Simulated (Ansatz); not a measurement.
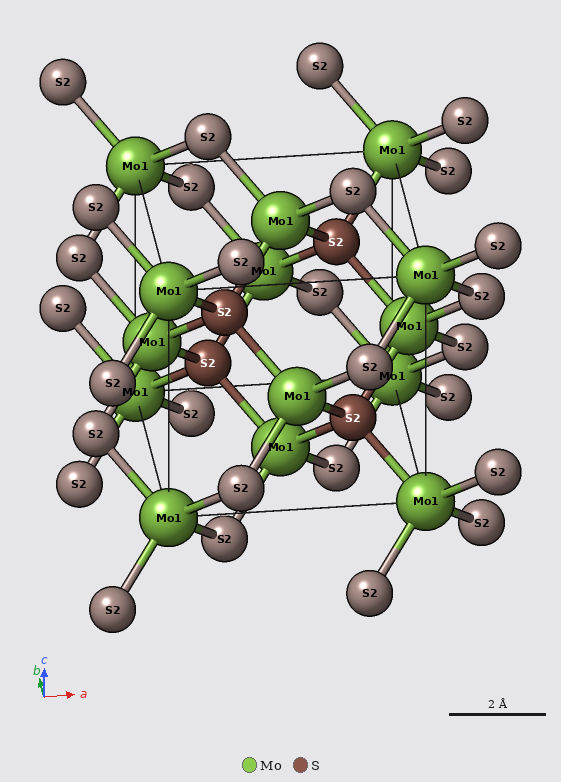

The structure as given in the input (ball-and-stick view of the cell 4 times as large as that of the calculation, set on its symmetry axes, seen at an oblique angle; neighbours outside the cell are drawn fainter; atoms are numbered from 1 in the order of the input). An atom can appear more than once, as a periodic image. Near neighbours in the periodic cell (some may lie outside the picture): Mo has 4 S at 2.35 Å; S has 4 Mo at 2.35 Å.

**Run report: MoS, single-point calculation**

MoS (2 atoms in the cell), computed with DFT r2SCAN, scalar-relativistic, plane waves, PAW, spin-polarised (Ansatz 0.2.0).

The structure was built on a prototype by a generator; it need not be a known phase. It belongs to a series of runs on one base structure; here: volume × 1.040. Figures and captions count atoms from 1; the log counts them from 0 in places.

**Log**
```
Engine: ansatz 0.2.0, aarch64-unknown-linux-gnu
Pseudopotentials: kind: paw
Pseudopotential: Mo, paw, valence charge 14, recommended cutoff 500 eV (meta_gga), Mo.paw.azcp
Pseudopotential: S, paw, valence charge 6, recommended cutoff 500 eV (meta_gga), S.paw.azcp
Functional definition: r2SCAN
  parameter k0 = 0.174
  parameter k1 = 0.065
  parameter a1 = 4.9479
  exchange = r2scan_x(k0 = k0, k1 = k1, a1 = a1)
  correlation = r2scan_c
Crystal: 2 atoms, lattice volume = 39.933 Å³
Basis set: ecut = 500 eV, 965 PW (Γ), exchange–correlation on 120×120×120 points (64 copies of the dense FFT grid, shifted against one another)
Bands: 15, of which v1, the nominal top of the filled ones, is band 10 counted from 1 (9 counted from 0)
Symmetry: 24 space group operations
Space group: F-43m (ITA 216), of the structure as read, at distance tolerance 3.4e-5 Å
Magnetic group: BNS 216.74 (UNI 1576), of the structure as read, at distance tolerance 3.4e-5 Å
k-points: 72 of 1728 (time reversal used)
Non-local potential: Mo, projectors of the file, l = 0: 3, l = 1: 2, l = 2: 2, l = 3: 1
Non-local potential: S, projectors of the file, l = 0: 2, l = 1: 2, l = 2: 2
PAW form: soft (Blöchl's): semilocal exchange-correlation on the pseudo side does not see the compensation charge
PAW frozen core: Mo, regenerated for the run's functional (the file was generated under x = pbe(κ = 0.804, μ = 0.2195149727645171), c = pbe(β = 0.06672455060314922))
PAW frozen core: S, regenerated for the run's functional (the file was generated under x = pbe(κ = 0.804, μ = 0.2195149727645171), c = pbe(β = 0.06672455060314922))
PAW one-centre angular grid: Mo, 590 points (default); XC on 160 Gauss nodes
PAW one-centre angular grid: S, 302 points (default); XC on 160 Gauss nodes
Initial density: superposition of atomic densities (chi_scale 0.1, normalization cell)
Starting moments: Σ|m| = 0.91 μB on 1 of 2 sites
Initial wavefunctions: pseudopotential atomic-orbital guess
Functional: x = r2scan, c = r2scan; τ floored in thin density (d = 2e-4 eV/Å³)
SCF iter   1: F=—  HF=-5874.113626 eV  |F-HF|=—  |Δ(HF+E_count)|=         —  Δρ=3.54e-2 (↑3.54e-2 ↓3.11e-2)  dr2=2.39e0  dr2_τ=3.31e-2  dr2_m=1.66e-2  M=0.800 μB ∫|m|=0.829 μB  β_m=1.00  ethr=3.10e-3  ⟨swp⟩=6.0  Hψ=12940  notcnv=0
Mixer restart at iter 1: flushing history
preconditioner: auto → Kerker (q_TF=auto, 2.431 Å⁻¹)  [metal: Δε(μ)=0.002 eV  Ē_g=9.850 eV  σ=0.050 eV  W_gap=0.02  n_scr=14 (ndim 8)  ℏωp=20.4 eV  f_vac=0.000  D(μ)=2.83/eV (n_scr^D=26)]
spin=Collinear: Kerker preconditioning applied to the charge; magnetization (m = ρ↑ − ρ↓) channel mixes plain (no charge-response kernel on spin).
SCF iter   2: F=—  HF=-5873.755482 eV  |F-HF|=—  |Δ(HF+E_count)|=   3.58e-1  Δρ=2.33e-2 (↑2.27e-2 ↓2.33e-2)  dr2=1.02e0  dr2_τ=5.40e-3  dr2_m=1.04e-2  M=0.896 μB ∫|m|=0.928 μB  β_m=0.50  ethr=3.10e-3  ⟨swp⟩=2.7  Hψ=4812  notcnv=0  defer=104  κ⁻¹=1.0e0(r=1)
SCF iter   3: F=—  HF=-5873.476988 eV  |F-HF|=—  |Δ(HF+E_count)|=   2.78e-1  Δρ=1.03e-2 (↑1.03e-2 ↓9.81e-3)  dr2=6.27e-2  dr2_τ=1.48e-3  dr2_m=1.16e-2  M=1.059 μB ∫|m|=1.101 μB  β_m=1.00  ethr=3.10e-3  ⟨swp⟩=2.8  Hψ=4124  notcnv=0  defer=104  κ⁻¹=4.5e-2(r=2)
SCF iter   4: F=—  HF=-5873.550294 eV  |F-HF|=—  |Δ(HF+E_count)|=         —  Δρ=7.59e-3 (↑7.59e-3 ↓6.73e-3)  dr2=2.67e-2  dr2_τ=1.49e-3  dr2_m=7.85e-3  M=1.238 μB ∫|m|=1.290 μB  β_m=1.00  ethr=3.13e-4  ⟨swp⟩=2.0  Hψ=3902  notcnv=0  defer=112
Mixer restart at iter 4: flushing history
SCF iter   5: F=—  HF=-5873.560440 eV  |F-HF|=—  |Δ(HF+E_count)|=   1.01e-2  Δρ=4.54e-3 (↑4.54e-3 ↓4.28e-3)  dr2=1.66e-2  dr2_τ=3.34e-4  dr2_m=7.88e-4  M=1.276 μB ∫|m|=1.344 μB  β_m=1.00  ethr=1.33e-4  ⟨swp⟩=1.6  Hψ=2429  notcnv=0  defer=112  κ⁻¹=1.0e0(r=1)
SCF iter   6: F=—  HF=-5873.562269 eV  |F-HF|=—  |Δ(HF+E_count)|=   1.83e-3  Δρ=2.59e-3 (↑2.15e-3 ↓2.59e-3)  dr2=5.91e-3  dr2_τ=9.05e-5  dr2_m=2.34e-4  M=1.293 μB ∫|m|=1.376 μB  β_m=1.00  ethr=8.31e-5  ⟨swp⟩=2.6  Hψ=3192  notcnv=0  defer=112  κ⁻¹=5.6e-2(r=2)
SCF iter   7: F=—  HF=-5873.566038 eV  |F-HF|=—  |Δ(HF+E_count)|=   3.77e-3  Δρ=1.27e-3 (↑9.43e-4 ↓1.27e-3)  dr2=9.12e-4  dr2_τ=3.16e-5  dr2_m=2.33e-4  M=1.250 μB ∫|m|=1.328 μB  β_m=1.00  ethr=2.95e-5  ⟨swp⟩=2.4  Hψ=3954  notcnv=0  defer=112  κ⁻¹=6.6e-3(r=3)
SCF iter   8: F=—  HF=-5873.565558 eV  |F-HF|=—  |Δ(HF+E_count)|=   4.80e-4  Δρ=7.76e-4 (↑7.76e-4 ↓6.61e-4)  dr2=3.20e-4  dr2_τ=1.86e-5  dr2_m=9.40e-5  M=1.235 μB ∫|m|=1.300 μB  β_m=1.00  ethr=4.56e-6  ⟨swp⟩=2.5  Hψ=3336  notcnv=0  defer=112  κ⁻¹=3.4e-3(r=4)
SCF iter   9: F=—  HF=-5873.565074 eV  |F-HF|=—  |Δ(HF+E_count)|=   4.84e-4  Δρ=4.25e-4 (↑4.16e-4 ↓4.25e-4)  dr2=1.23e-4  dr2_τ=6.58e-6  dr2_m=3.78e-5  M=1.249 μB ∫|m|=1.320 μB  β_m=1.00  ethr=1.60e-6  ⟨swp⟩=2.0  Hψ=3176  notcnv=0  defer=112  κ⁻¹=1.8e-3(r=5)
SCF iter  10: F=—  HF=-5873.565247 eV  |F-HF|=—  |Δ(HF+E_count)|=   1.73e-4  Δρ=1.56e-4 (↑1.56e-4 ↓1.40e-4)  dr2=2.70e-5  dr2_τ=5.78e-7  dr2_m=1.51e-6  M=1.249 μB ∫|m|=1.322 μB  β_m=1.00  ethr=6.17e-7  ⟨swp⟩=2.2  Hψ=3207  notcnv=0  defer=112  κ⁻¹=3.2e-4(r=6)
SCF iter  11: F=—  HF=-5873.565221 eV  |F-HF|=—  |Δ(HF+E_count)|=   2.59e-5  Δρ=9.70e-5 (↑9.70e-5 ↓8.45e-5)  dr2=6.30e-6  dr2_τ=2.89e-7  dr2_m=1.19e-6  M=1.249 μB ∫|m|=1.322 μB  β_m=1.00  ethr=1.35e-7  ⟨swp⟩=2.7  Hψ=3436  notcnv=0  defer=112  κ⁻¹=2.0e-4(r=7)
SCF iter  12: F=—  HF=-5873.565214 eV  |F-HF|=—  |Δ(HF+E_count)|=   6.37e-6  Δρ=5.50e-5 (↑4.76e-5 ↓5.50e-5)  dr2=2.24e-6  dr2_τ=7.10e-8  dr2_m=2.39e-7  M=1.247 μB ∫|m|=1.319 μB  β_m=1.00  ethr=3.15e-8  ⟨swp⟩=2.0  Hψ=3013  notcnv=0  defer=112  κ⁻¹=5.2e-5(r=8)
SCF iter  13: F=—  HF=-5873.565219 eV  |F-HF|=—  |Δ(HF+E_count)|=   4.97e-6  Δρ=4.32e-5 (↑3.17e-5 ↓4.32e-5)  dr2=8.57e-7  dr2_τ=5.64e-8  dr2_m=3.61e-7  M=1.247 μB ∫|m|=1.318 μB  β_m=1.00  ethr=1.12e-8  ⟨swp⟩=2.0  Hψ=3525  notcnv=0  defer=112  κ⁻¹=6.8e-6(r=8)
SCF iter  14: F=—  HF=-5873.565220 eV  |F-HF|=—  |Δ(HF+E_count)|=   6.87e-7  Δρ=2.02e-5 (↑2.02e-5 ↓1.41e-5)  dr2=1.87e-7  dr2_τ=7.98e-9  dr2_m=7.24e-8  M=1.247 μB ∫|m|=1.317 μB  β_m=1.00  ethr=4.28e-9  ⟨swp⟩=2.5  Hψ=3605  notcnv=0  defer=112  κ⁻¹=9.2e-6(r=8)
SCF iter  15: F=—  HF=-5873.565221 eV  |F-HF|=—  |Δ(HF+E_count)|=   7.86e-7  Δρ=1.04e-5 (↑1.04e-5 ↓8.17e-6)  dr2=5.23e-8  dr2_τ=1.77e-9  dr2_m=1.89e-8  M=1.247 μB ∫|m|=1.318 μB  β_m=1.00  ethr=9.33e-10  ⟨swp⟩=2.0  Hψ=3599  notcnv=0  defer=112  κ⁻¹=7.5e-6(r=8)
SCF iter  16: F=—  HF=-5873.565221 eV  |F-HF|=—  |Δ(HF+E_count)|=   3.92e-8  Δρ=5.59e-6 (↑4.73e-6 ↓5.59e-6)  dr2=1.74e-8  dr2_τ=7.79e-10  dr2_m=5.13e-9  M=1.247 μB ∫|m|=1.318 μB  β_m=1.00  ethr=2.61e-10  ⟨swp⟩=2.0  Hψ=3601  notcnv=0  defer=112  κ⁻¹=7.4e-6(r=8)
SCF iter  17: F=—  HF=-5873.565221 eV  |F-HF|=—  |Δ(HF+E_count)|=   1.09e-7  Δρ=3.91e-6 (↑3.91e-6 ↓2.83e-6)  dr2=1.06e-8  dr2_τ=2.65e-10  dr2_m=2.24e-9  M=1.247 μB ∫|m|=1.318 μB  β_m=1.00  ethr=8.69e-11  ⟨swp⟩=9.3  Hψ=13150  notcnv=0  κ⁻¹=7.2e-6(r=8)
SCF iter  18: F=—  HF=-5873.565221 eV  |F-HF|=—  |Δ(HF+E_count)|=   9.41e-9  Δρ=3.36e-6 (↑2.58e-6 ↓3.36e-6)  dr2=1.45e-9  dr2_τ=3.96e-10  dr2_m=2.83e-9  M=1.247 μB ∫|m|=1.318 μB  β_m=1.00  ethr=5.32e-11  ⟨swp⟩=7.1  Hψ=10481  notcnv=0  κ⁻¹=2.5e-5(r=8)
SCF iter  19: F=-5873.565221 eV  HF=-5873.565221 eV  |F-HF|=6.86e-9  |Δ(HF+E_count)|=   1.33e-8  Δρ=2.02e-6 (↑1.77e-6 ↓2.02e-6)  dr2=3.87e-10  dr2_τ=1.47e-10  dr2_m=1.14e-9  M=1.247 μB ∫|m|=1.318 μB  ethr=7.23e-12  ⟨swp⟩=6.2  Hψ=9374  notcnv=0
SCF 1 converged in 19 iterations: F = -5873.565221 eV  dr2 = 3.87e-10
  greatest PAW one-centre occupation: 0.997 electrons in one spin orbital (limit 2), on the Mo atom at site 0 (counted from 0), in its partial waves of l = 0
```

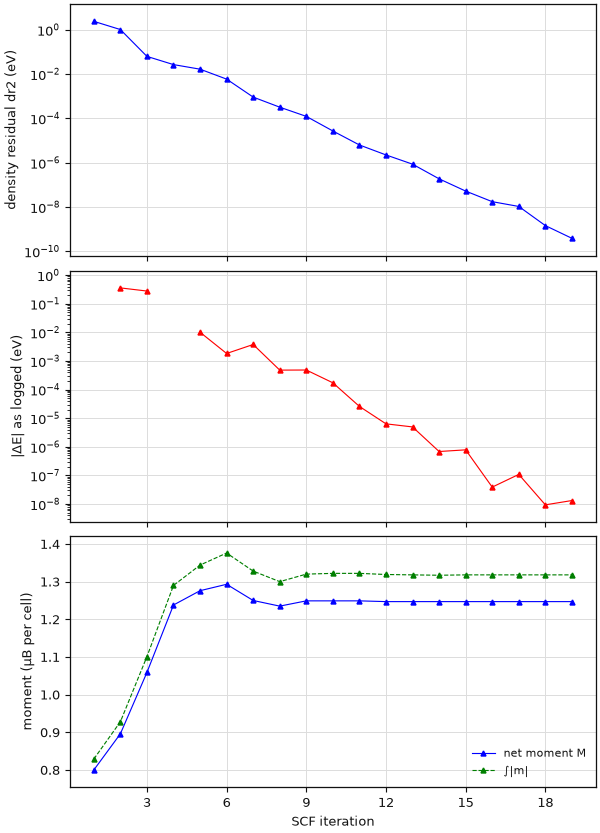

Convergence of the self-consistent field: density residual dr2, size of the energy change and magnetic moment against the SCF iteration. The residual falls at every step. The net moment goes from 0.8 to 1.2 μB per cell.

```
this state was not tested for a lower state beside it, because the mixer in use, unlike msr1, does not test its closes by its own steps (another_mixer; see scf.mixing.algorithm and scf.lower_state_search)
SCF converged after 19 iterations
Magnetization: 1.2466 μB (10.6233 up, 9.3767 down)
Absolute magnetization: 1.3181 μB (∫|ρ↑−ρ↓|, with the PAW one-centre terms)
Spin contamination: 0.0270 ħ² per cell (⟨S²⟩ above its minimum at these occupations)
Per-site moments (μB) at R_I (Å): [(0.8466122092654885, 0.9691405363913513), (0.0008814145051846177, 0.9691405363913513)]
Free energy (F): -5873.565221 eV
Harris-Foulkes:  -5873.565221 eV  (|F-HF|=6.86e-9)
Internal energy: -5873.563404 eV  (E = F + TS)
E sigma→0 (E₀):  -5873.564313 eV
Entropy (-TS):   -0.001817 eV (-0.908 meV/atom)
Fermi energy:    11.565389 eV
--- Per-component energies (eV) ---
  E_band       = -182.277373
  E_kinetic    = 549.152735
  E_local      = -1390.397255  (includes V_loc(G=0)·N_el)
  E_nonlocal   = 172.852731
  E_hartree    = 482.718094
  E_xc         = -269.395565
  E_vxc        = -349.390516  (∫ρ·V_xc dr)
  E_paw        = -3827.910139  (= ΣΔE_a)
  E_vpaw       = -151.215186  (= ΣTr[D̂ρ^β])
  E_aug_tail   = 0.000003  (compensation charges beyond the density's cutoff)
  E_vtau       = 21.284021  (kinetic-family band-sum trace: ∫τ·v_τ [+ j·A + Jᵃ·Aᵃ] dr)
  E_ewald      = -1590.253037
  E_core_change = -0.330970  (= ΣΔE_core)
  E_smearing   = -0.001817  (= −TS)
  E_closure    = 0.000000  (closes the sum)
  Σ components = -5873.565221   (vs F -5873.565221, Δ=0.00e0)
--- Forces (eV/Å), atoms counted from 1 ---
  atom   1  Mo     0.00000000    -0.00000000    -0.00000000
  atom   2  S     -0.00000000     0.00000000    -0.00000000
  max |Σ_I F_I| component: 1.01e-16 eV/Å
--- Stress (GPa, compression-positive) ---
       -4.697047       0.000000       0.000000
        0.000000      -4.697047      -0.000000
        0.000000      -0.000000      -4.697047
  P = ⅓ Tr σ = -4.6970 GPa (-46.970 kbar)
--- Band table (eV; the first three rows and the last of 144) ---
  k-point 0 ↑: bands = ["-51.8981", "-25.3605", "-25.3605", "-25.3605", "-4.1530", "5.5175", "5.5175", "5.5175", "9.8799", "9.8799", "13.0127", "15.6781", "15.6781", "15.6781", "19.5832"]
  k-point 1 ↑: bands = ["-51.8977", "-25.3667", "-25.3614", "-25.3614", "-4.1034", "5.4480", "5.5514", "5.5514", "9.8597", "9.8597", "13.2469", "15.4299", "15.6448", "15.6448", "19.2553"]
  k-point 2 ↑: bands = ["-51.8968", "-25.3835", "-25.3638", "-25.3638", "-3.9669", "5.2935", "5.6398", "5.6398", "9.8346", "9.8346", "13.6823", "14.9509", "15.4676", "15.4676", "18.5642"]
  k-point 71 ↓: bands = ["-51.0243", "-24.4485", "-24.4167", "-24.4003", "-3.1410", "5.5621", "6.0184", "6.9590", "9.7389", "10.9335", "12.6911", "13.0545", "14.5927", "18.9307", "20.2112"]
--- Löwdin populations: 2 sites ---
  site symbol       q [e]    m [muB]
     0     Mo     13.8122     1.2524
     1      S      5.9876    -0.0340
  spilling = 0.010011 (of n_electrons = 20.000000)
```

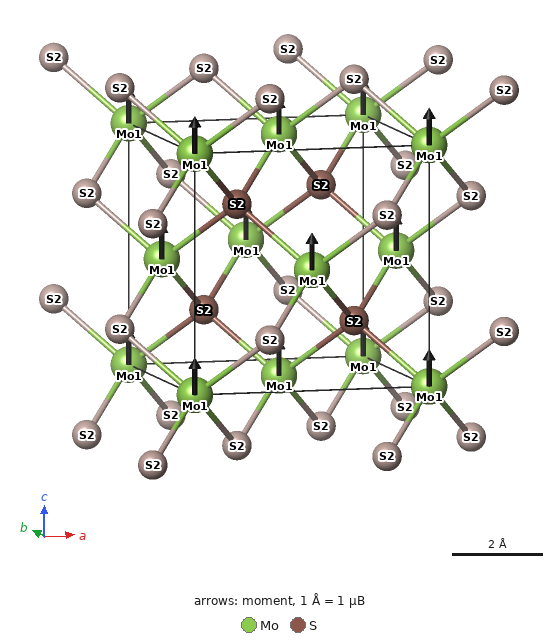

Magnetic moments of the sites as black arrows (ball-and-stick view of the cell 4 times as large as that of the calculation, set on its symmetry axes, seen slightly off an axis; neighbours outside the cell are drawn fainter; atoms are numbered from 1 in the order of the input); small moments hardly show. The run is collinear, so the axis drawn is arbitrary. Site moments: Mo1 (0.85 μB). They are counted near the atoms and needn't add up to the moment of the cell.

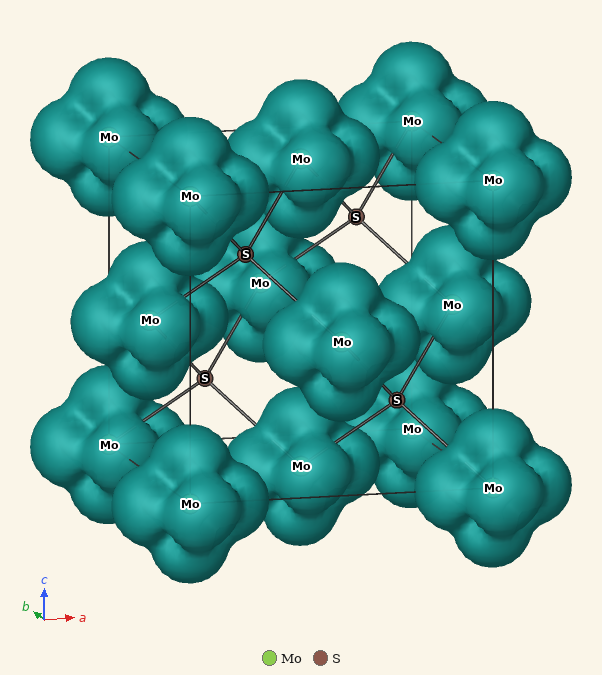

Isosurface of the spin density (up minus down) at +0.05 e/Å³ (teal), seen slightly off an axis. Sticks mark near contacts. The outline is the cell set on symmetry axes. The cell of the calculation (2 atoms) carries 1.2 μB net. In a PAW calculation such maps are meaningful between the atoms, not at the nuclei.

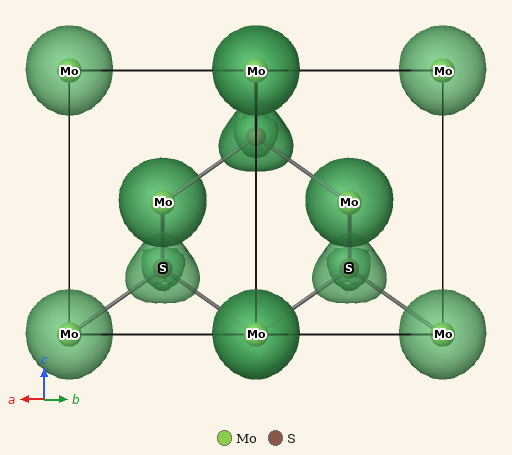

Isosurface of the valence pseudo-density at 1 e/Å³ (green), seen along [110]. Sticks mark near contacts. The outline is the cell set on symmetry axes. At this value the density breaks into separate islands; it holds about 55 % of the electrons treated as valence (semicore included). It is pinched off along the Mo–S (2.35 Å) contacts. On the grid the lowest density along these lines, outside the cores, is 0.66 e/Å³ (Mo–S, 2.35 Å).

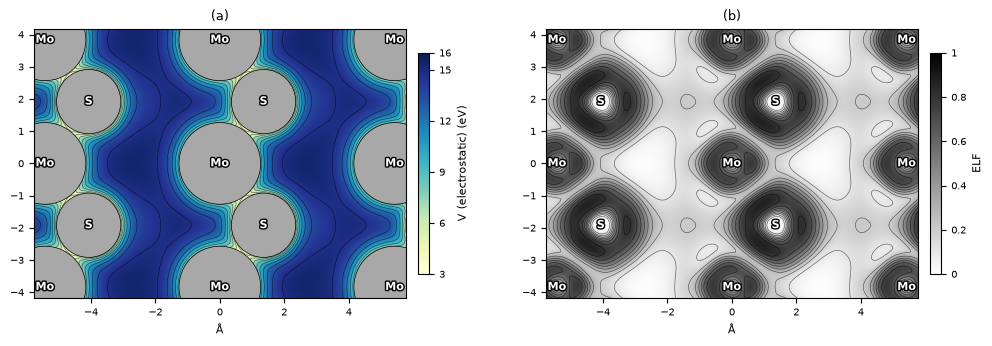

(a) electrostatic potential energy of an electron; (b) ELF on the (110) plane of the conventional cell. Grey discs, where drawn, cover atomic cores. The section cuts through Mo and S sites. Mo–S (2.35 Å): the ELF is about 0.45 at the midpoint. The strong features right at Mo lie inside the PAW spheres (semicore, d or f shells) and say nothing about bonding. Outside the cores the potential energy rises away from the atoms and is highest about 2.3 Å from the nearest atoms; outside the discs it spans about 12 eV, and its zero is arbitrary.

The run was set up as follows.

**The input**
```yaml
crystal:
  lattice:
    - [0.0, 2.7128899373, 2.7128899373]
    - [2.7128899373, 0.0, 2.7128899373]
    - [2.7128899373, 2.7128899373, 0.0]
  atoms:
    - { symbol: Mo, position: [0.0, 0.0, 0.0], spin: 0.91 }
    - { symbol: S, position: [0.25, 0.25, 0.25] }
basis:
  ecutwfc: 500
  ecutrho_ratio: 4
kpoints:
  mp_grid: { grid: [12, 12, 12] }
hamiltonian:
  xc: r2scan
scf:
  occupations: { method: gaussian, width: 0.05 }
output:
  forces: true
  stress: true
  eigenvalues: true
  populations: true
  write_density: true
  write_potential: true
  elf: true
  volumetric_format: npy
magnetization:
  spin_polarized: true
```

Launch command:
```bash
ansatz run input.yaml --threads 2 --pin off --max-ram 2662MiB --backend cpu --events-out ev --progress --plain --runs-dir out
```

**Summary**

| quantity | value |
| --- | --- |
| outcome | converged |
| space group (tolerance 0.01 Å) | F-43m (216) |
| electrons treated | 20 |
| free energy | −5873.5652 eV |
| Fermi energy | 11.565 eV |
| gap on the k-point mesh | none (metallic) |
| net moment of the cell | 1.25 μB |
| integrated absolute moment | 1.32 μB |
| pressure | −4.70 GPa |
| largest force (length of the vector) | under 0.001 eV/Å |
| hardware | 2 threads of Arm Neoverse V2, 24 GiB of memory available, shared host |
| wall time | 18 s (CPU time 35 s) |
| peak memory | 0.53 GiB |

Warnings of the run: the state was not tested for a lower one.
